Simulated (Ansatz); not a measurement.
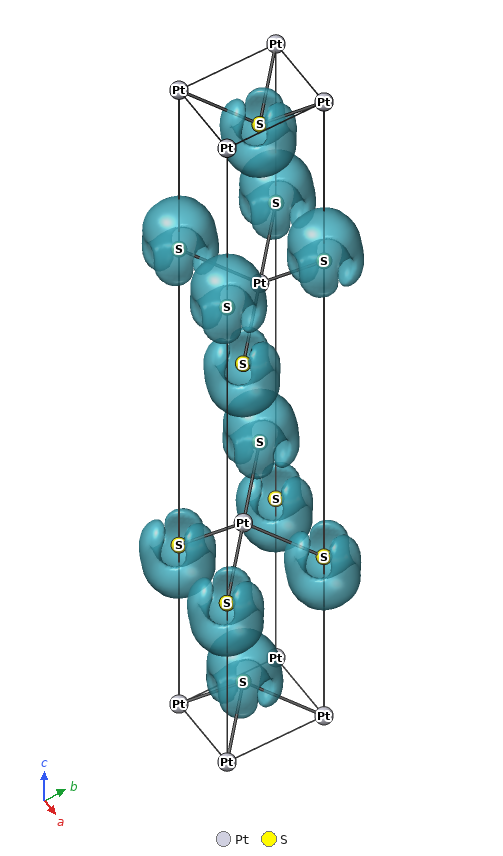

PtS$_{2}$. Isosurface of the electron localisation function at 0.8 (cyan), seen at an oblique angle. Only the valence region is drawn (cores and ρ < 0.01 e/Å³ removed). Sticks mark near contacts.

Space group R-3m; started from the CdCl2 (3R octahedral) bulk prototype, which need not be the ambient phase; changed on purpose from its base cell (epitaxial xy strain +1.5%).

Level of theory: DFT, PBE, plane waves, PAW in Ansatz 0.2.0.

In a PAW calculation such maps are meaningful between the atoms, not at the nuclei.

```
CELL_PARAMETERS angstrom
3.58076 0.00000 0.00000
-1.79038 3.10103 0.00000
0.00000 0.00000 16.34685
ATOMIC_POSITIONS crystal
Pt 0.00000 0.00000 0.00000
Pt 0.66667 0.33333 0.33333
Pt 0.33333 0.66667 0.66667
S 0.00000 0.00000 0.25900
S 0.66667 0.33333 0.59234
S 0.33333 0.66667 0.92567
S 0.66667 0.33333 0.07433
S 0.33333 0.66667 0.40766
S 0.00000 0.00000 0.74100
```

Where are the electrons localised?

Answer. The surface consists of six regions wrapped around S (the valence shell of each), counted in one cell of 9 atoms. Regions shared between cells count once. Along the contacts the grid gives the following. Pt–S (2.40 Å): the ELF peaks at about 0.90 in the valence shell of S, 0.8 Å from its nucleus, and is about 0.45 at the midpoint.
